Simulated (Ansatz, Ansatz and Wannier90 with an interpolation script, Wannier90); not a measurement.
# G0W0 band structure of SiC (F-43m), part 3 of 3

G0W0 gives levels on a mesh alone; what do the bands of SiC (F-43m) look like between the points?

Ansatz 0.2.0; LDA, Wannier functions and G0W0, plane waves, PAW. Known limits of the many-body steps: not at the basis limit.

So far. Step 4 (Wannier functions by Wannier90 (C:2s C:2p Si:3s Si:3p) …): Near the gap the model misses directly solved bands by 5.6 meV r.m.s. and by 26 meV at most in the window tested. This tests the starting bands, not the corrections carried with them. Step 5 (G0W0 at every point of the mesh: 10×10×10 mesh, 95 …): The gap on the mesh goes from 1.32 eV to 2.21 eV, a correction of +0.89 eV.

## (6) Interpolating the corrections

A script adds the corrections, carried to the Wannier functions and back, to the LDA levels, along the path and on a 22×22×22 mesh.

```
G0W0 gap over the zone     : 2.209 eV
valence top at             : Γ
conduction bottom at       : X
starting gap over the zone : 1.317 eV
least direct G0W0 gap      : 5.598 eV
G0W0 gap on the mesh       : 2.209 eV
valence width, start       : 15.32 eV
valence width, G0W0        : 15.73 eV
gap by a rigid shift       : 2.209 eV
```

Levels solved directly plus the interpolated quasiparticle correction. Limits: finite bands, cutoff and mesh. The quasiparticle bands at the labelled points (eV, zero at the valence-band top of each set; v1 is the highest filled band, c1 the lowest empty one):

```tsv
point	v4	v3	v2	v1	c1
Γ	-15.73	0.00	0.00	0.00	7.45
X	-10.57	-8.05	-3.39	-3.39	2.21
U	-10.58	-7.51	-5.79	-2.77	4.05
jump to K	-10.58	-7.51	-5.79	-2.77	4.05
Γ	-15.73	0.00	0.00	0.00	7.45
L	-12.08	-8.82	-1.13	-1.13	6.52
W	-10.35	-7.25	-5.24	-4.90	6.26
X	-10.57	-8.05	-3.39	-3.39	2.21
```

The same for LDA:

```tsv
point	v4	v3	v2	v1	c1
Γ	-15.32	0.00	0.00	0.00	6.27
X	-10.22	-7.82	-3.19	-3.19	1.32
U	-10.22	-7.28	-5.57	-2.60	3.04
K	-10.22	-7.28	-5.57	-2.60	3.04
Γ	-15.32	0.00	0.00	0.00	6.27
L	-11.70	-8.55	-1.06	-1.06	5.38
W	-9.97	-7.04	-5.02	-4.71	5.14
X	-10.22	-7.82	-3.19	-3.19	1.32
```

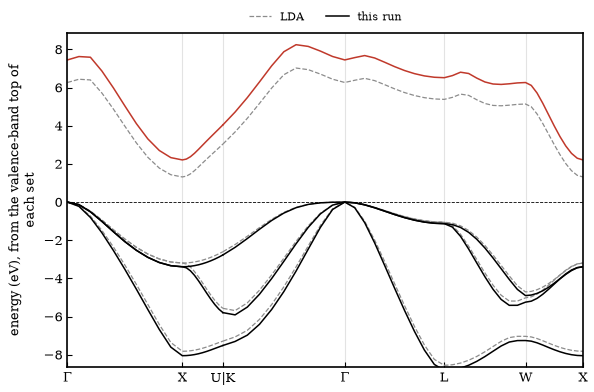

Quasiparticle bands along the path; lines of filled and empty bands in two colours; dashed: LDA.

Minima of the lowest conduction band, from levels solved directly at the displaced points, plus the interpolated correction; masses are left empty at degenerate points, on flat bands and where the interpolated correction rules the curvature; G0W0 masses are rough. Conduction valleys, by row:

```tsv
point	k (reciprocal lattice)	valleys in the zone	G0W0 level above the valence top (eV)	LDA level above the valence top (eV)	G0W0 principal masses (m_e)	LDA principal masses (m_e)
X	-0.500 -0.500 0.000	3	2.209	1.317	0.218 0.218 0.657	0.227 0.227 0.676
```

Second differences of levels solved directly at the displaced points, plus the interpolated correction, at the quasiparticle band edges; no spin-orbit coupling; left empty where the band is flat or the interpolated correction rules the curvature. Effective masses, by row:

```tsv
carrier	point	Cartesian direction	band	LDA mass (m_e)	G0W0 mass (m_e)
hole	Γ	100	4	0.591	0.566
hole	Γ	100	3	0.591	0.566
hole	Γ	100	2	0.379	0.339
hole	Γ	010	4	0.591	0.566
hole	Γ	010	3	0.591	0.566
hole	Γ	010	2	0.379	0.339
hole	Γ	001	4	0.591	0.566
hole	Γ	001	3	0.591	0.566
hole	Γ	001	2	0.379	0.339
hole	Γ	110	4	14.8	11.5
hole	Γ	110	3	0.59	0.566
hole	Γ	110	2	0.235	0.216
hole	Γ	111	4	1.642	1.548
hole	Γ	111	3	1.642	1.548
hole	Γ	111	2	0.208	0.193
electron	X	100	5	0.225	0.216
electron	X	010	5	0.225	0.216
electron	X	001	5	0.68	0.662
electron	X	110	5	0.226	0.217
electron	X	111	5	0.289	0.278
```

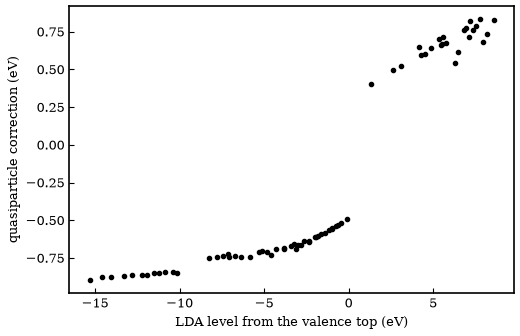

The correction of every computed level, on the run's own energy scale, against its starting energy.

## (7) HSE06 bands, for comparison

This step: DFT, HSE06, plane waves, PAW.

The input, input.yaml:

```yaml
crystal:
  lattice:
    - [0.0, 2.179, 2.179]
    - [2.179, 0.0, 2.179]
    - [2.179, 2.179, 0.0]
  atoms:
    - { symbol: Si, position: [0.0, 0.0, 0.0] }
    - { symbol: C, position: [0.75, 0.75, 0.75] }
kpoints:
  mp_grid: { grid: [6, 6, 6] }
  band_path:
    path:
      - [[0.0, 0.0, 0.0], [-0.5, -0.5, 0.0], [-0.375, -0.375, 0.25]]
      - [[-0.375, 0.0, 0.375], [0.0, 0.0, 0.0], [0.0, 0.0, 0.5], [-0.5, -0.25, 0.25], [-0.5, -0.5, 0.0]]
    npoints: 10
hamiltonian:
  xc: hse06
scf:
  occupations: { method: fixed }
  n_extra_bands: 4
output:
  eigenvalues: true
```

Launch:

```
$ ansatz run input.yaml --threads 12 --pin off --max-ram 22118MiB --backend cpu --events-out ev --progress --plain --runs-dir out
```

Numbers of over 12 decimals in the logs are rounded to 6 here.

The log of the run:

```text
[...]
davidson cushion auto → on  (no smearing: the cushion is to keep the highest requested band from converging to the state above it; pin scf.eigensolver.cushion to override)
Crystal: 2 atoms, lattice volume = 20.692 Å³
Basis set: ecut = 420 eV, 411 PW (Γ)
Bands: 8, of which v1, the nominal top of the filled ones, is band 4 counted from 1 (3 counted from 0)
Symmetry: 24 space group operations
[...]
k-points: 16 of 216 (time reversal used)
[...]
SCF iter   1: F=—  HF=-887.142378 eV  |F-HF|=—  |Δ(HF+E_count)|=         —  Δρ=1.50e-3  dr2=3.52e-4  ethr=1.77e-3  ⟨swp⟩=6.2  Hψ=668  notcnv=0
[...]
SCF iter   2: F=-887.142492 eV  HF=-887.142450 eV  |F-HF|=4.20e-5  |Δ(HF+E_count)|=   7.18e-5  Δρ=5.71e-4  dr2=2.35e-5  ethr=2.91e-7  ⟨swp⟩=2.0  Hψ=754  notcnv=0
SCF 1 stopped early in 2 iterations: F = -887.142492 eV  dr2 = 2.35e-5
[...]
Exchange kernel: α = 0.2500, screened, ω = 0.2079 Å⁻¹, Wigner–Seitz truncation, v(0) = 1040.6778 eV·Å³, q-mesh 6×6×6, nearest image of the exchange supercell L = 18.49 Å, pair-density grid 12×12×12, without the augmentation charges, whose exchange is taken in its separable form by FFT convolution over the k-point mesh (sized by the pseudopotential files, 18×18×18 at the most), smooth part of the exact exchange by density-matrix convolution
Frozen-core exchange: fock
SCF iter   1: F=—  HF=-887.782517 eV  |F-HF|=—  |Δ(HF+E_count)|=         —  Δρ=5.53e-3  dr2=3.94e-3  ethr=2.94e-6  ⟨swp⟩=6.2  Hψ=690  notcnv=0
[...]
SCF iter   5: F=-887.782865 eV  HF=-887.782866 eV  |F-HF|=4.34e-7  |Δ(HF+E_count)|=   1.39e-5  Δρ=8.80e-5  dr2=1.30e-6  ethr=1.40e-7  ⟨swp⟩=2.8  Hψ=343  notcnv=0
SCF 2 stopped early in 5 iterations: F = -887.782865 eV  dr2 = 1.30e-6
[...]
hybrid outer 1: dexx = +2.404e-3 eV, tail = 4.75e-6 eV
[...]
Frozen-core exchange: fock
SCF iter   1: F=—  HF=-887.782855 eV  |F-HF|=—  |Δ(HF+E_count)|=         —  Δρ=3.30e-5  dr2=1.98e-7  ethr=2.97e-7  ⟨swp⟩=2.0  Hψ=320  notcnv=0
[...]
SCF iter   2: F=-887.782855 eV  HF=-887.782855 eV  |F-HF|=6.29e-10  |Δ(HF+E_count)|=   4.41e-8  Δρ=8.48e-6  dr2=1.11e-8  ethr=8.53e-11  ⟨swp⟩=2.2  Hψ=713  notcnv=0
SCF 3 converged in 2 iterations: F = -887.782855 eV  dr2 = 1.11e-8
hybrid outer 2: dexx = +2.918e-8 eV, tail = 2.34e-8 eV, Δε = 1.17e-3 eV (about 1.22e-4 eV left of the loop's levels)
[...]
hybrid SCF converged: 2 outer / 7 inner (+2 warm-up), last move |dexx| = 2.92e-8 eV, tail = 2.34e-8 eV
Stability not checked: this state was not tested for a lower state beside it, because the functional holds exact exchange (a hybrid, or Hartree-Fock), whose exchange loop this test does not read (fock_operator; see scf.lower_state_search)
Free energy (F): -887.782855 eV
Frozen-core exchange: fock
[...]
Internal energy: -887.782855 eV  (E = F + TS)
E sigma→0 (E₀):  -887.782855 eV
Fermi energy:    8.875519 eV
[...]
--- Band table (eV; the first three rows and the last of 16) ---
[...]
```

Elapsed: 24 s, on 12 threads of Arm Neoverse V2, shared host; peak memory 0.59 GiB.

This step gave:

```yaml
filled_bands: 4
gap: 2.228 eV
valence_top_at: Γ
conduction_bottom_at: X
least_direct_gap: 5.721 eV
```

The gap stands +0.91 eV against LDA.

Electronic bands along the path, in eV, zero at the top of the highest nominally filled band; v1 is the highest filled band, c1 the lowest empty one:

```tsv
point	v4	v3	v2	v1	c1	c2	c3	c4
Γ	-16.97	0.00	0.00	0.00	7.52	8.60	8.60	8.60
X	-11.57	-8.53	-3.49	-3.49	2.23	5.37	15.92	15.92
U	-11.57	-7.95	-6.02	-2.84	4.09	9.07	13.51	14.18
jump to K	-11.57	-7.95	-6.02	-2.84	4.09	9.07	13.51	14.18
Γ	-16.97	0.00	0.00	0.00	7.52	8.60	8.60	8.60
L	-13.13	-9.34	-1.15	-1.15	6.63	8.48	8.48	11.53
W	-11.33	-7.67	-5.44	-5.05	6.33	10.90	11.03	11.04
X	-11.57	-8.53	-3.49	-3.49	2.23	5.37	15.92	15.92
```

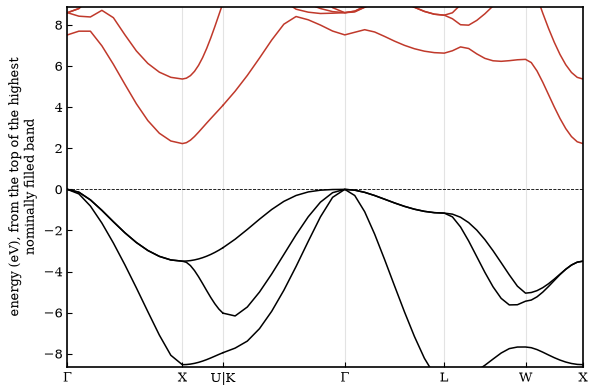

Electronic bands along the path; lines of filled and empty bands in two colours.

## (8) What came out

* LDA gap: 1.32 eV
* G0W0 gap over the zone: 2.21 eV, indirect
* least direct G0W0 gap, in the model: 5.60 eV
* GW settings: 10×10×10 mesh, 95 empty bands, screening to 160 eV
* known limits: not at the basis limit

What this shows: The Wannier model follows the LDA bands to 6 meV r.m.s. near the gap. The G0W0 gap over the zone is 2.21 eV, indirect, from Γ to X; on the mesh alone it is 2.21 eV, nearly the same. The valence width in the model goes from 15.32 eV to 15.73 eV. At the band edge the lightest electron mass is 0.23 m_e at the start and 0.22 m_e in G0W0; the G0W0 masses rest on corrections from the 10×10×10 mesh alone and are rough. HSE06 gives a gap of 2.23 eV on the same path. Against experiment, by G0W0@LDA: the gap of 2.21 eV lies −0.18 eV from the measured 2.39 eV (kind not stated, quoted 2020); the gap of 2.21 eV lies −0.19 eV from the measured 2.4 eV (indirect, 2018). The calculation has static nuclei and no excitons; a measured gap holds zero-point and thermal motion, which mostly lowers it. Bands and cutoff are finite, so the gap is not at the basis limit. The miss can reach some tenths of an eV and take either sign; the mesh is an error of its own. Above the frozen window of the model the interpolated levels need not meet the computed ones, even at points of the mesh.

[Paths, hosts, dates, memory and timing lines, banners, echoed tables and standing remarks are left out of the program output.]

[Logs are printed without paths, hosts, clocks, repeated set-up lines and the standing remarks that a program may print on its own settings, such as how far it seeks lower states.]

[Runs of the session that timed out or met a known fault of the program may be left out.]

[Hosts, paths, dates, database ids (printed as entryN), source tags and the programs' standing remarks are cut or masked in the printed files.]
